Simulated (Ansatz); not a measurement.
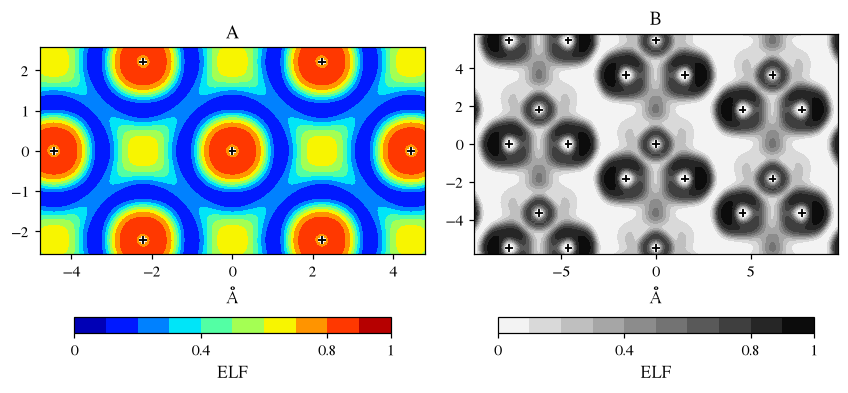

The electron localisation function of 2 systems, each on a plane through atoms (crosses mark nuclei in the plane).

All numbers below come from Kohn-Sham DFT of a periodic cell, PBEsol, spin-orbit coupling, Ansatz PAW in Ansatz.

System 1: Hf, the (010) plane of the conventional cell. Space group Fm-3m.

```cif
data_structure
_symmetry_space_group_name_H-M 'P 1'
_symmetry_Int_Tables_number 1
_cell_length_a 4.4400
_cell_length_b 4.4400
_cell_length_c 4.4400
_cell_angle_alpha 90.000
_cell_angle_beta 90.000
_cell_angle_gamma 90.000
_cell_volume 87.53
loop_
_atom_site_label
_atom_site_type_symbol
_atom_site_fract_x
_atom_site_fract_y
_atom_site_fract_z
_atom_site_occupancy
Hf1 Hf 0.00000 0.00000 0.00000 1
Hf2 Hf 0.50000 0.50000 0.00000 1
Hf3 Hf 0.50000 0.00000 0.50000 1
Hf4 Hf 0.00000 0.50000 0.50000 1
```

System 2: WS2, the (110) plane of the conventional cell. Space group R3m; not relaxed (largest force 0.6 eV/Å).

```
W S
1.0
     3.15800    0.00000    0.00000
    -1.57900    2.73491    0.00000
     0.00000    0.00000   18.49000
W S
3 6
Direct
  0.00000 0.00000 0.00000
  0.66667 0.33333 0.33333
  0.33333 0.66667 0.66667
  0.33333 0.66667 0.24767
  0.00000 0.00000 0.58100
  0.66667 0.33333 0.91433
  0.66667 0.33333 0.08363
  0.33333 0.66667 0.41697
  0.00000 0.00000 0.75030
```

Q: Match each panel to its system.

A: Panel A is system 1, Hf: the plane holds Hf. Hf–Hf (3.14 Å): the ELF is about 0.25 at the midpoint; no shared electron pair shows on this line. Panel B is system 2, WS2: the plane holds W and S. W–S (2.39 Å): the ELF peaks at about 0.85 in the valence shell of S, 0.8 Å from its nucleus, and is about 0.50 at the midpoint.
